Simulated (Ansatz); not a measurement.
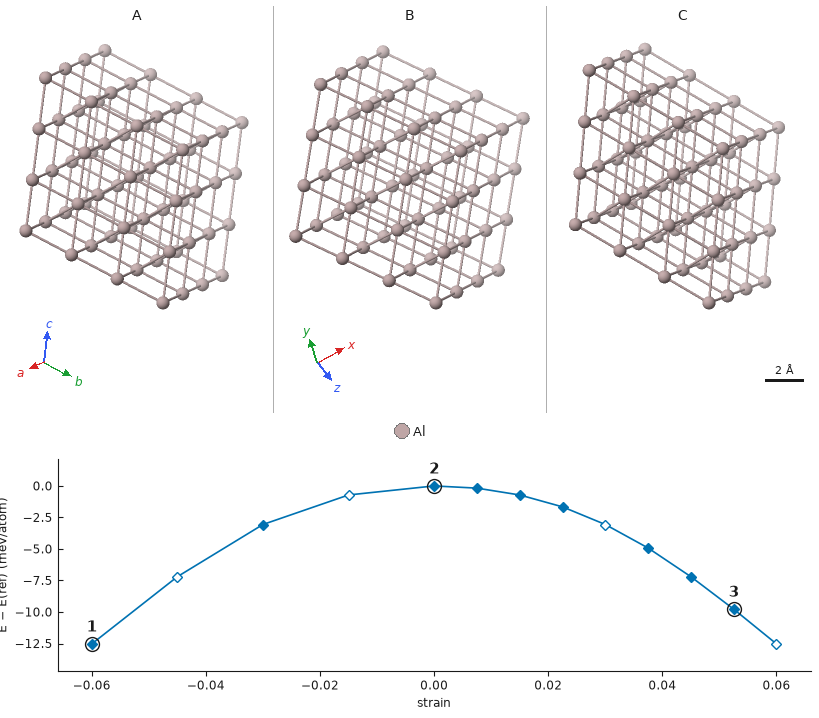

Energy scan for solid Al (Im-3m), in which the cell is strained along x and oppositely along y, with the atoms kept at their fractional coordinates. x, y and z are the Cartesian axes of the input. The frames are shuffled; the numbered points of the plot belong to them. Hollow markers are points alike by symmetry, not computed again. Style: ball-and-stick. Shown: the cell of the calculation, repeated 3 × 3 × 3 with one cell outlined, slightly off an axis.

All numbers below come from DFT PBEsol, scalar-relativistic, plane waves, PAW in Ansatz 0.2.0. (plane-wave cutoff 420 eV; k-point mesh 26 × 26 × 26; occupations gaussian; smearing width 0.15 eV; no spin polarisation). Energies (free energies at the smearing named) are counted from the relaxed crystal.

Which frame belongs to which numbered point?

Point 1 is frame C (the strain −0.06, −12.5 meV/atom); 2 is frame A (the strain 0.00, 0.0 meV/atom); 3 is frame B (the strain 0.0525, −9.8 meV/atom). The lowest computed point lies at the strain −0.06 and 0.06 (by symmetry) (−12.5 meV/atom). A local maximum lies at 0.00 (0.0 meV/atom). The energy is still falling at the end of the range, so the minimum along this coordinate lies there or beyond. The curvature at zero strain, (1/V) d²E/dε², is about -61 GPa; it is C₁₁ + C₂₂ − 2C₁₂ with clamped ions, and its negative sign marks an elastic instability. The distortion takes the space group from Im-3m to Immm. At the strain −0.06 the cell of the drawing goes a 2.782 → 2.786 Å, b 2.782 → 2.786 Å, c 2.782 → 2.786 Å, α 109.5° → 114.4°, β 109.5° → 104.6°, γ 109.5° → 109.6°.
